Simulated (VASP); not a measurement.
**Band-structure run, with input and output: TiO2 (part 1 of 2)**

The run: band-structure run of TiO2 (6 atoms in the cell). Method and program: Kohn-Sham DFT of a periodic cell, PBE, VASP PAW PBE potentials, recommended, release 54, no spin polarisation (VASP 6.6.1).

The structure derives from a Materials Project entry.

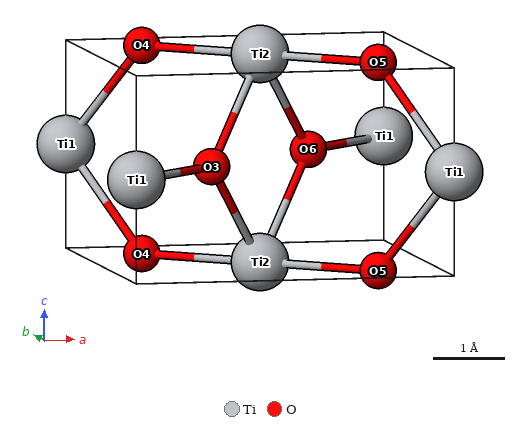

**Figure 1.** The structure (ball-and-stick view of the cell of the calculation, seen slightly off an axis; atoms are numbered from 1 in the order of the input).

**Results in brief**

| quantity | value |
| --- | --- |
| outcome | converged |
| space group (tolerance 0.01 Å) | P4₂/mnm (136) |
| electrons treated | 48 |
| free energy | −53.6524 eV |
| Fermi energy of the self-consistent step | 5.728 eV |
| gap on the k-point mesh | 1.84 eV |
| gap on the band path | 1.84 eV |
| pressure | 4.95 GPa |
| largest force (length of the vector) | 0.021 eV/Å |
| hardware | 1 thread of Intel Xeon (Granite Rapids), 176 GiB of memory available, shared host |
| wall time | 76 s |
| peak memory | 0.27 GiB |

**INCAR**
```
SYSTEM = TiO2
PREC = Accurate ; ENCUT = 520
EDIFF = 1E-6 ; ISMEAR = -1
SIGMA = 0.05 ; LREAL = .False.
LASPH = .True. ; NELM = 60
ALGO = Normal ; ISIF = 2
LWAVE = .False. ; LCHARG = .False.
LMAXMIX = 4 ; GGA = PE
```

**KPOINTS**
```
Automatic mesh
0
Gamma
  6 6 9
  0 0 0
```

**KPOINTS_OPT**
```
path GXMGZRAZ,XR,MA
15
line-mode
reciprocal
 0.0000000000  0.0000000000  0.0000000000  G
 0.0000000000  0.5000000000  0.0000000000  X

 0.0000000000  0.5000000000  0.0000000000  X
 0.5000000000  0.5000000000  0.0000000000  M

 0.5000000000  0.5000000000  0.0000000000  M
 0.0000000000  0.0000000000  0.0000000000  G

 0.0000000000  0.0000000000  0.0000000000  G
 0.0000000000  0.0000000000  0.5000000000  Z

 0.0000000000  0.0000000000  0.5000000000  Z
 0.0000000000  0.5000000000  0.5000000000  R

 0.0000000000  0.5000000000  0.5000000000  R
 0.5000000000  0.5000000000  0.5000000000  A

 0.5000000000  0.5000000000  0.5000000000  A
 0.0000000000  0.0000000000  0.5000000000  Z

 0.0000000000  0.5000000000  0.0000000000  X
 0.0000000000  0.5000000000  0.5000000000  R

 0.5000000000  0.5000000000  0.0000000000  M
 0.5000000000  0.5000000000  0.5000000000  A
```

**POSCAR**
```
TiO2
1.0
    4.5998373239      0.0000000000      0.0000000000
    0.0000000000      4.5998373239      0.0000000000
    0.0000000000      0.0000000000      2.9592135600
Ti O
2 4
Direct
    0.0000000000      0.0000000000      0.5000000000
    0.5000000000      0.5000000000      0.0000000000
    0.3043213200      0.3043213200      0.5000000000
    0.1956786800      0.8043213200      0.0000000000
    0.8043213200      0.1956786800      0.0000000000
    0.6956786800      0.6956786800      0.5000000000
```

Launch command:
```bash
cat potpaw_PBE.54/Ti_sv/POTCAR potpaw_PBE.54/O/POTCAR > POTCAR
mpirun -np 1 vasp_std > vasp.out
```

**OSZICAR**
```
N       E                     dE             d eps       ncg     rms          rms(c)
DAV:   1     0.687796143745E+03    0.68780E+03   -0.25169E+04  2800   0.204E+03
DAV:   2     0.550367132501E+02   -0.63276E+03   -0.61317E+03  3024   0.596E+02
DAV:   3    -0.646371215094E+02   -0.11967E+03   -0.11603E+03  4356   0.219E+02
DAV:   4    -0.708623064819E+02   -0.62252E+01   -0.62191E+01  3776   0.533E+01
DAV:   5    -0.711609728452E+02   -0.29867E+00   -0.29860E+00  3940   0.945E+00    0.323E+01
DAV:   6    -0.541610573607E+02    0.17000E+02   -0.11953E+02  3396   0.104E+02    0.121E+01
DAV:   7    -0.537948323294E+02    0.36623E+00   -0.17681E+01  3572   0.333E+01    0.790E+00
DAV:   8    -0.538826063847E+02   -0.87774E-01   -0.50914E+00  3480   0.205E+01    0.464E+00
DAV:   9    -0.536434040151E+02    0.23920E+00   -0.22084E+00  3552   0.129E+01    0.117E+00
DAV:  10    -0.536524716010E+02   -0.90676E-02   -0.12292E-01  3484   0.272E+00    0.221E-01
DAV:  11    -0.536523828080E+02    0.88793E-04   -0.66608E-03  3600   0.596E-01    0.868E-02
DAV:  12    -0.536524056306E+02   -0.22823E-04   -0.54385E-04  3672   0.173E-01    0.628E-02
DAV:  13    -0.536523615024E+02    0.44128E-04   -0.19626E-04  3660   0.102E-01    0.774E-03
DAV:  14    -0.536523626788E+02   -0.11764E-05   -0.80432E-06  2996   0.226E-02    0.424E-03
DAV:  15    -0.536523630316E+02   -0.35282E-06   -0.22444E-06  2304   0.105E-02
   1 F= -.53652363E+02 E0= -.53652363E+02  d E =-.555230E-09
       N       E                     dE             ncg
DAV:   1     0.482448510802E+04   -0.25495E+05     2800
DAV:   2    -0.245169619765E+05   -0.29341E+05     2908
DAV:   3    -0.293841498060E+05   -0.48672E+04     4640
DAV:   4    -0.298110565968E+05   -0.42691E+03     3952
DAV:   5    -0.298311792467E+05   -0.20123E+02     3916
DAV:   6    -0.298315688440E+05   -0.38960E+00     3764
DAV:   7    -0.298315856403E+05   -0.16796E-01     3984
DAV:   8    -0.298315861023E+05   -0.46209E-03     3772
DAV:   9    -0.298315861262E+05   -0.23832E-04     2492
DAV:  10    -0.298315861276E+05   -0.14040E-05     2084
DAV:  11    -0.298315861278E+05   -0.21297E-06     1984
       N       E                     dE             ncg
DAV:   1     0.334721148850E+04   -0.87220E+05     2800
DAV:   2    -0.248060665914E+05   -0.28153E+05     2904
DAV:   3    -0.296406712985E+05   -0.48346E+04     4544
DAV:   4    -0.299847760729E+05   -0.34410E+03     3976
DAV:   5    -0.300026757783E+05   -0.17900E+02     3960
DAV:   6    -0.300029676719E+05   -0.29189E+00     3712
DAV:   7    -0.300029779742E+05   -0.10302E-01     3956
DAV:   8    -0.300029780992E+05   -0.12496E-03     3680
DAV:   9    -0.300029781033E+05   -0.40840E-05     2232
DAV:  10    -0.300029781037E+05   -0.42168E-06     1972
       N       E                     dE             ncg
DAV:   1     0.331767301800E+05   -0.51049E+05     1960
DAV:   2     0.132470295729E+05   -0.19930E+05     2032
DAV:   3     0.982071849189E+04   -0.34263E+04     3204
DAV:   4     0.956809144965E+04   -0.25263E+03     2772
DAV:   5     0.955582967398E+04   -0.12262E+02     2772
DAV:   6     0.955562888811E+04   -0.20079E+00     2604
DAV:   7     0.955562187424E+04   -0.70139E-02     2772
DAV:   8     0.955562177867E+04   -0.95567E-04     2628
DAV:   9     0.955562177582E+04   -0.28551E-05     1632
DAV:  10     0.955562177557E+04   -0.25002E-06     1388
```

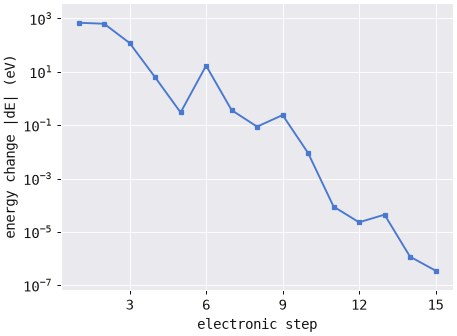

**Figure 2.** Convergence of the self-consistent field: energy change |dE| against the electronic step. It takes 15 electronic steps. The density is held fixed in the first few steps, and dE rises again when its update begins.

**Parts of OUTCAR**
```
SYSTEM = TiO2
   PREC = Accurate
   ENCUT = 520
   EDIFF = 1E-6
   ISMEAR = -1
   LREAL = .False.
   LASPH = .True.
   NELM = 60
   ISIF = 2
   GGA = PE

 ion  position               nearest neighbor table
   1  0.000  0.000  0.500-   4 1.95   5 1.95   4 1.95   5 1.95   3 1.98   6 1.98
   2  0.500  0.500  0.000-   3 1.95   6 1.95   3 1.95   6 1.95   5 1.98   4 1.98
   3  0.304  0.304  0.500-   2 1.95   2 1.95   1 1.98
   4  0.196  0.804  0.000-   1 1.95   1 1.95   2 1.98
   5  0.804  0.196  0.000-   1 1.95   1 1.95   2 1.98
   6  0.696  0.696  0.500-   2 1.95   2 1.95   1 1.98

  LATTYP: Found a simple tetragonal cell.
 ALAT       =     4.5998373239
 C/A-ratio  =     0.6433300466

  Lattice vectors:

 A1 = (   4.5998373239,   0.0000000000,   0.0000000000)
 A2 = (   0.0000000000,   4.5998373239,   0.0000000000)
 A3 = (   0.0000000000,   0.0000000000,   2.9592135600)

Analysis of symmetry for initial positions (statically):
=====================================================================
 Subroutine PRICEL returns:
 Original cell was already a primitive cell.

 Routine SETGRP: Setting up the symmetry group for a
 simple tetragonal supercell.

 Subroutine GETGRP returns: Found 16 space group operations
 (whereof  8 operations were pure point group operations)
 out of a pool of 16 trial point group operations.

The static configuration has the point symmetry D_2h.
 The point group associated with its full space group is D_4h.

Analysis of symmetry for dynamics (positions and initial velocities):
=====================================================================
 Subroutine PRICEL returns:
 Original cell was already a primitive cell.

 Routine SETGRP: Setting up the symmetry group for a
 simple tetragonal supercell.

 Subroutine GETGRP returns: Found 16 space group operations
 (whereof  8 operations were pure point group operations)
 out of a pool of 16 trial point group operations.

The dynamic configuration has the point symmetry D_2h.
 The point group associated with its full space group is D_4h.

 Subroutine INISYM returns: Found 16 space group operations
 (whereof  8 operations are pure point group operations),
 and found     1 'primitive' translations

----------------------------------------------------------------------------------------

                                     Primitive cell

  volume of cell :      62.6125

  direct lattice vectors                    reciprocal lattice vectors
     4.599837324  0.000000000  0.000000000     0.217398993  0.000000000  0.000000000
     0.000000000  4.599837324  0.000000000     0.000000000  0.217398993  0.000000000
     0.000000000  0.000000000  2.959213560     0.000000000  0.000000000  0.337927622

  length of vectors
     4.599837324  4.599837324  2.959213560     0.217398993  0.217398993  0.337927622

  position of ions in fractional coordinates (direct lattice)
     0.000000000  0.000000000  0.500000000
     0.500000000  0.500000000  0.000000000
     0.304321320  0.304321320  0.500000000
     0.195678680  0.804321320  0.000000000
     0.804321320  0.195678680  0.000000000
     0.695678680  0.695678680  0.500000000

  ion indices of the primitive-cell ions
   primitive index   ion index
                 1           1
                 2           2
                 3           3
                 4           4
                 5           5
                 6           6

----------------------------------------------------------------------------------------

 KPOINTS: Automatic mesh

Automatic generation of k-mesh.
 Grid dimensions read from file:
 generate k-points for:    6    6    9

 Generating k-lattice:

  Cartesian coordinates                     Fractional coordinates (reciprocal lattice)
     0.036233165  0.000000000  0.000000000     0.166666667  0.000000000  0.000000000
     0.000000000  0.036233165  0.000000000     0.000000000  0.166666667  0.000000000
     0.000000000  0.000000000  0.037547514     0.000000000  0.000000000  0.111111111

  Length of vectors
     0.036233165  0.036233165  0.037547514

  Shift w.r.t. Gamma in fractional coordinates (k-lattice)
     0.000000000  0.000000000  0.000000000

 Subroutine IBZKPT returns following result:
 ===========================================

 Found     50 irreducible k-points:

 Following reciprocal coordinates:
            Coordinates               Weight
  0.000000  0.000000  0.000000      1.000000
  0.166667  0.000000  0.000000      4.000000
  0.333333  0.000000  0.000000      4.000000
  0.500000  0.000000  0.000000      2.000000
  0.166667  0.166667  0.000000      4.000000
  0.333333  0.166667  0.000000      8.000000
  0.500000  0.166667  0.000000      4.000000
  0.333333  0.333333  0.000000      4.000000
  0.500000  0.333333  0.000000      4.000000
  0.500000  0.500000  0.000000      1.000000
  0.000000  0.000000  0.111111      2.000000
  0.166667  0.000000  0.111111      8.000000
  0.333333  0.000000  0.111111      8.000000
  0.500000  0.000000  0.111111      4.000000
  0.166667  0.166667  0.111111      8.000000
  0.333333  0.166667  0.111111     16.000000
  0.500000  0.166667  0.111111      8.000000
  0.333333  0.333333  0.111111      8.000000
  0.500000  0.333333  0.111111      8.000000
  0.500000  0.500000  0.111111      2.000000
  0.000000  0.000000  0.222222      2.000000
  0.166667  0.000000  0.222222      8.000000
  0.333333  0.000000  0.222222      8.000000
  0.500000  0.000000  0.222222      4.000000
 [... further k-points ...]
```
